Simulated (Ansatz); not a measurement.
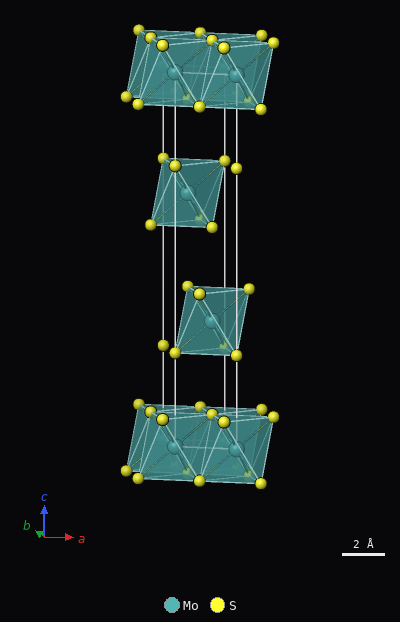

Figure 1. The input geometry (polyhedral view of the cell 3 times as large as that of the calculation, set on its symmetry axes, seen slightly off an axis; polyhedra are completed across the faces of the cell).

# MoS₂: single-point calculation (part 1 of 2)

- system: MoS₂ (R-3m, 3 atoms in the cell)
- method: DFT PBE+U, scalar-relativistic, plane waves, PAW, Ueff = 4 eV on Mo atom 1 d, spin-polarised (Ansatz 0.2.0)

The structure derives from an entry of the Crystallography Open Database. It belongs to a series of runs on one base structure; here: random orbitals: harmonics, high filling. Figures and captions count atoms from 1; the log counts them from 0 in places.

## The input
```yaml
crystal:
  lattice:
    - [1.58550029, 0.91538902, 6.11499825]
    - [-1.58550029, 0.91538902, 6.11499825]
    - [0.0, -1.83077804, 6.11499825]
  atoms:
    - { symbol: Mo, position: [0.0, 0.0, 0.0], spin: 2.0 }
    - { symbol: S, position: [0.75, 0.75, 0.75] }
    - { symbol: S, position: [0.25, 0.25, 0.25] }
basis:
  ecutwfc: 420
  ecutrho_ratio: 4
kpoints:
  mp_grid: { grid: [7, 7, 7] }
hamiltonian:
  xc: pbe
  hubbard:
    sites:
      - { site: 0, l: d, u_eff: 4.0, starting_ns: [{ spin: up, occupation_matrix: s0up }, { spin: down, occupation_matrix: s0down }] }
    occupation_matrices:
      s0up:
        matrix:
          - [0.02, 0.0, 0.0, 0.0, 0.0]
          - [0.0, 0.02, 0.0, 0.0, 0.0]
          - [0.0, 0.0, 0.02, 0.0, 0.0]
          - [0.0, 0.0, 0.0, 0.97, 0.0]
          - [0.0, 0.0, 0.0, 0.0, 0.97]
      s0down:
        matrix:
          - [0.02, 0.0, 0.0, 0.0, 0.0]
          - [0.0, 0.02, 0.0, 0.0, 0.0]
          - [0.0, 0.0, 0.02, 0.0, 0.0]
          - [0.0, 0.0, 0.0, 0.02, 0.0]
          - [0.0, 0.0, 0.0, 0.0, 0.02]
    ns_hold: { iters: 12 }
scf:
  occupations: { method: gaussian, width: 0.05 }
  lower_state_search: "off"
  max_iter: 150
output:
  forces: true
  stress: true
  eigenvalues: true
  populations: true
  hubbard: { sites: [{ site: 0, l: d }] }
  write_density: true
  write_potential: true
  elf: true
  volumetric_format: npy
magnetization:
  spin_polarized: true
```

Hardware: 2 threads of Arm Neoverse N1, 54 GiB of memory available, shared host.

Command:
```bash
ansatz run input.yaml --threads 2 --pin off --max-ram 3072MiB --backend cpu --events-out ev --progress --plain --runs-dir out
```

## What the program printed
```
basis.fft_grid_basis auto: the FFT boxes are laid along the combinations [[1, -1, 0], [0, 1, 0], [0, -1, 1]] of the cell's own vectors, 3.171, 6.383 and 3.171 Å long. The dense box has 24×45×24 points. Along the cell's own vectors, as sized, it would have 45×45×45, 3.52 times as many. Of the 12 symmetry operations that the crystal satisfies within crystal.symmetry.tolerance (time reversal apart; of a slab, those that keep its plane) the dense box along the cell's own vectors carries 12, and the one as laid loses 8 of those. basis.fft_grid_basis: typed keeps the cell's own vectors: state it where this run's energies or levels are differenced outside the engine with another run's, or held beside a run that keeps those vectors. Those combinations have planes normal to reciprocal vector 3, as the cell's own vectors have. Each planar average written beside output.write_density, output.write_potential has a row for each plane of the box: 24. The volumetric files lie along those combinations, not along the cell's own vectors: a cube or XSF file states them, and fields.json those of NumPy files.
Mo: projections on atomic orbitals take those of the free atom [Ar 3d10] 4s2 4p6 4d5 5s1, of charge +0.00 (hamiltonian.pseudopotentials.projection_atoms); the dataset's partial waves leave at most 6.0e-6 of an orbital's norm unspanned inside its sphere
S: projections on atomic orbitals take those of the free atom [Ne] 3s2 3p4, of charge +0.00 (hamiltonian.pseudopotentials.projection_atoms); the dataset's partial waves leave at most 1.6e-7 of an orbital's norm unspanned inside its sphere
Engine: ansatz 0.2.0, aarch64-unknown-linux-gnu
Pseudopotentials: kind: paw
Pseudopotential: Mo, paw, valence charge 14, recommended cutoff 420 eV (normal), Mo.paw.azcp
Pseudopotential: S, paw, valence charge 6, recommended cutoff 420 eV (normal), S.paw.azcp
Functional definition: PBE
  parameter kappa = 0.804
  parameter beta = 0.06672455060314922
  exchange = pbe_x(kappa = kappa, mu = beta*pi^2/3)
  correlation = pbe_c(beta = beta)
Crystal: 3 atoms, lattice volume = 53.250 Å³
Basis set: ecut = 420 eV, 1023 PW (Γ), FFT grids on a1−a2, a2, −a2+a3, exchange–correlation on 48×90×48 points (8 copies of the dense FFT grid, shifted against one another)
Bands: 18, of which v1, the nominal top of the filled ones, is band 13 counted from 1 (12 counted from 0)
Symmetry: 12 space group operations
Space group: R-3m (ITA 166), of the structure as read, at distance tolerance 3.8e-5 Å
Magnetic group: BNS 166.97 (UNI 1327), of the structure as read, at distance tolerance 3.8e-5 Å
k-points: 44 of 343
Non-local potential: Mo, projectors of the file, l = 0: 3, l = 1: 2, l = 2: 2, l = 3: 1
Non-local potential: S, projectors of the file, l = 0: 2, l = 1: 2, l = 2: 2
PAW form: soft (Blöchl's): semilocal exchange-correlation on the pseudo side does not see the compensation charge
PAW one-centre angular grid: Mo, 590 points (default); XC on 64 Gauss nodes
PAW one-centre angular grid: S, 110 points (default); XC on 64 Gauss nodes
Initial density: superposition of atomic densities (chi_scale 0.1, normalization cell)
Starting moments: Σ|m| = 2 μB on 1 of 3 sites
Initial wavefunctions: pseudopotential atomic-orbital guess
Functional: x = pbe(κ = 0.804, μ = 0.2195149727645171), c = pbe(β = 0.06672455060314922)
```
